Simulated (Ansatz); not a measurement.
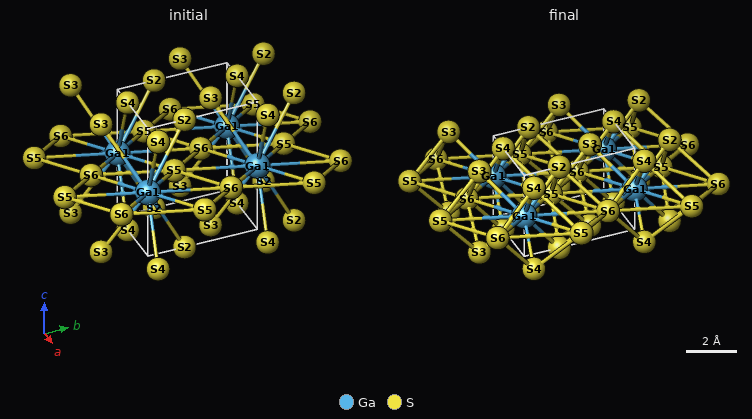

The structure of a crystal of GaS$_{5}$ (a generated structure, set up in P-62m) (coarse preliminary run) before (left) and after (right) a relaxation, at one scale.

A ball-and-stick model of the cell of the calculation, seen slightly off an axis.

Method: DFT PBE, scalar-relativistic, plane waves, PAW in Ansatz.

The input:
```yaml
crystal:
  lattice:
    - [5.95785168, 0.0, 0.0]
    - [-2.97892584, 5.15965091, 0.0]
    - [0.0, 0.0, 5.35729556]
  atoms:
    - { symbol: Ga, position: [0.0, 0.0, 0.5] }
    - { symbol: S, position: [0.0, 0.33453357, 0.0] }
    - { symbol: S, position: [0.66546643, 0.66546643, 0.0] }
    - { symbol: S, position: [0.33453357, 0.0, 0.0] }
    - { symbol: S, position: [0.66666667, 0.33333333, 0.5] }
    - { symbol: S, position: [0.33333333, 0.66666667, 0.5] }
basis:
  ecutwfc: 420
kpoints:
  mp_grid: { grid: [3, 3, 4] }
hamiltonian:
  xc: pbe
scf:
  occupations: { method: gaussian, width: 0.1 }
  lower_state_search: "off"
output:
  forces: true
  stress: true
  eigenvalues: true
relax:
  adjacent_minimum: "off"
  f_tol: 0.04
  max_steps: 70
  cell: { stress_tol: 0.4 }
```

Run as
```bash
ansatz run input.yaml --threads 1 --pin off --max-ram 2560MiB --backend cpu --events-out ev --progress --plain --runs-dir out
```

What changed between the two?

The largest moves relative to the cell, 0.10 Å, are those of S2, S3 and S4. S3 goes along [1 1 0]. Ga stays in place. Cell: a = b 5.958 → 6.006 Å (+0.8 %), c 5.357 → 3.406 Å (−36.4 %). Volume −35.4 %. Among the contacts that change: Ga1–S2 3.339 → 2.555 Å, S2–S5 3.332 → 2.667 Å, Ga1–S5 3.440 → 3.467 Å, S5–S6 3.440 → 3.467 Å. The space group stays P-62m (No. 189). After 11 accepted moves (12 points after the start) the energy has fallen by 951 meV per atom. Largest force component: 0.23 eV/Å at the start, 0.0081 eV/Å at the end. Pressure: −10.45 GPa at the start and −0.07 GPa at the end. At 1 point the geometry stayed and the basis and grid were re-selected for the new cell (energy shift of 0.3 meV per atom at most each time).

Limits of the set-up: layers or molecules are held without a dispersion correction, so their spacing is unreliable.
